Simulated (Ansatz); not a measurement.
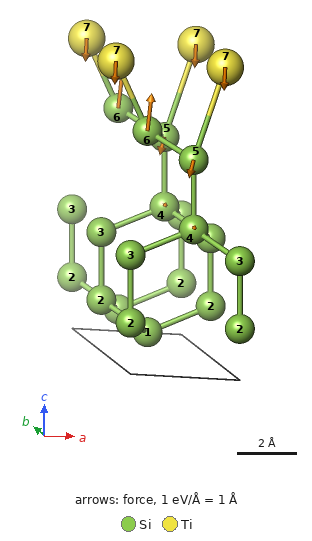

Starting geometry of a slab of composition TiSi$_{6}$ (cut from the Fd-3m phase) with the computed forces as orange arrows. A ball-and-stick model of the 1 × 2 repeat of the cell, outlined in the plane, without the vacuum, seen slightly off an axis.

Case: Ti put at a bridge Si-Si site. The slab is the (1 1 1) face of Si with Ti on it. 3 atoms are held fixed.

These are results of Ansatz, DFT PBEsol, scalar-relativistic, plane waves, PAW, not measurements. Settings: plane-wave cutoff 420 eV; k-point mesh 9 × 9 × 1; occupations gaussian; smearing width 0.05 eV; collinear spin; dipole correction; atoms relaxed in a fixed cell; force threshold 0.03 eV/Å; at most 70 steps.

Q: What follows when this structure is relaxed?

A: It isn't relaxed: the largest force vector, on Si6, is 1.32 eV/Å. The final displacements follow the starting forces only in part (cosine between the two patterns 0.51). The largest move is that of Ti7, 1.39 Å at 53° to the normal (−c side). Largest moves by element: Ti 1.39 Å, Si 0.35 Å. The cell doesn't change. Near-neighbour distances that change, for instance: Si6–Ti7 3.842 → 2.568 Å, Si5–Ti7 3.343 → 2.405 Å, Si5–Si6 2.318 → 2.481 Å, Si6–Ti7 (another image) 2.717 → 2.569 Å. New bonds form: Si6–Ti7 (3.84 → 2.57 Å). Among the angles between lasting bonds that change: Si5–Si6–Ti7 82.8° → 56.9°, Si6–Si5–Ti7 83.4° → 63.4°, Si4–Si5–Ti7 160.6° → 179.8°. Over 9 geometry steps the energy falls by 1.507 eV per cell of the calculation. The largest force component goes from 1.3 to 0.013 eV/Å. The program noted that the starting moments weren't kept. The run may lie on a higher electronic state than the lowest, so the end point isn't shown to be the ground-state structure.

Limits of the set-up: the periodic images lie only 3.8 Å apart, so the values are limited by the cell's size.
